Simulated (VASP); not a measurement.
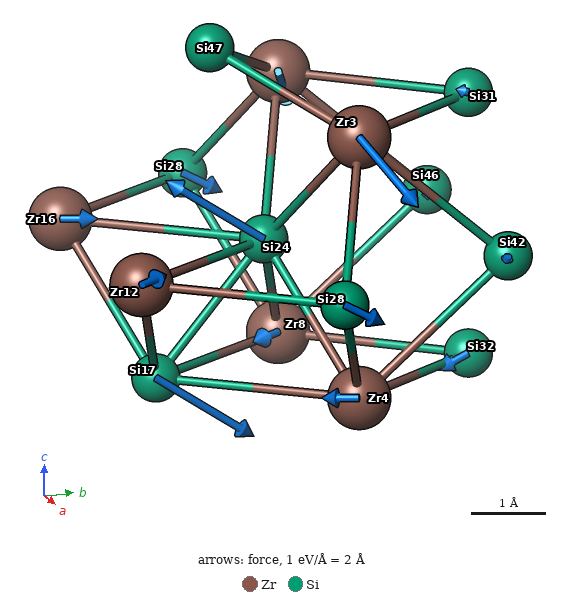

Starting geometry of a defect cell of composition Zr16Si31 with the computed forces as blue arrows. A ball-and-stick model of the atoms within 4.2 Å of the atom that moves most (axes of the cell of the calculation (origin shifted)), seen slightly off an axis.

The run lets the atoms move in a fixed cell.

These are results of VASP, Kohn-Sham DFT of a periodic cell, PBE, VASP PAW PBE potentials, recommended, not measurements.

Input
```
SYSTEM = Zr16Si31
PREC = Accurate
ENCUT = 520
EDIFF = 1E-7
ISMEAR = 1
SIGMA = 0.1
LREAL = .FALSE.
LASPH = .TRUE.
NELM = 80
ALGO = Normal
ISIF = 2
LWAVE = .FALSE.
LCHARG = .FALSE.
GGA = PE
IBRION = 2
NSW = 60
EDIFFG = -0.02
```

Run as
```bash
cat potpaw_PBE.64/Zr_sv/POTCAR potpaw_PBE.64/Si/POTCAR > POTCAR
mpirun -np 8 vasp_std > vasp.out
```

### Is this structure relaxed? If not, where do the atoms go?

It isn't relaxed: the largest force vector, on Si atoms, is 0.85 eV/Å. The final displacements follow the starting forces only in part (cosine between the two patterns 0.84). The largest moves, 0.21 Å, are those of Si atoms. Largest moves by element: Si 0.21 Å, Zr 0.05 Å. The cell stays as it was. Some distances before and after: Si–Zr 2.971 → 2.795 Å, Si–Zr 2.724 → 2.828 Å, Si–Zr 2.586 → 2.635 Å, Si–Zr 2.971 → 3.014 Å. After 9 geometry steps the energy has fallen by 0.381 eV per cell of the calculation. The largest force component goes from 0.71 to 0.0096 eV/Å.

Limits of the set-up: the periodic images lie only 7.3 Å apart, so the values are limited by the cell's size.
